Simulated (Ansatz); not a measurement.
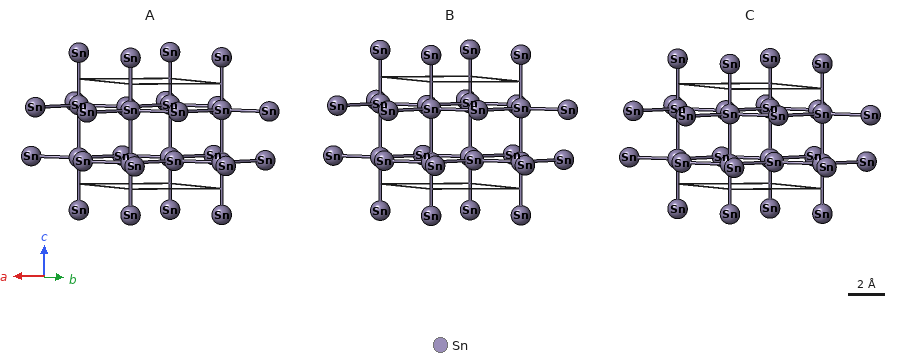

3 geometries from one relaxation of crystalline Sn (a generated structure, set up in P6_3/mmc), in shuffled order. The picture is a ball-and-stick view of the cell of the calculation, seen from a free direction.

Case: C → Sn on all its sites, cell and atoms relaxed.

Theory: DFT PBE, scalar-relativistic, plane waves, PAW (Ansatz). (plane-wave cutoff 420 eV; k-point mesh 12 × 12 × 8; occupations gaussian; smearing width 0.1 eV; no spin polarisation; cell and atoms relaxed; force threshold 0.01 eV/Å; at most 60 steps)

**Order the frames from highest to lowest energy.**

C, A, B. They are steps 0, 1, 5, at +29.5 meV per atom, +4.6 meV per atom relative to the last. No atom moves by more than 0.005 Å relative to the cell. The volume changes by +0.9 %, with a = b 5.256 → 5.105 Å (−2.9 %), c 5.688 → 6.085 Å (+7.0 %). Among the contacts that change: Sn–Sn 2.844 → 3.042 Å, Sn–Sn 3.035 → 2.947 Å. The space group stays P6_3/mmc (No. 194). After 4 accepted moves (5 points after the start) the energy has fallen by 29.5 meV per atom. All forces vanish by symmetry, so only the cell relaxes. The pressure goes from 0.13 to 0.00 GPa. The SCF was repeated once at an unchanged geometry on a basis and grid sized afresh for the cell, which shifted the energy by 0.1 meV per atom at most. Cost: 2.5 min on 1 thread of Intel(R) Xeon(R) Platinum 8259CL CPU @ 2.50GHz (Skylake/Cascade Lake), on a shared host, peak memory 0.66 GiB.
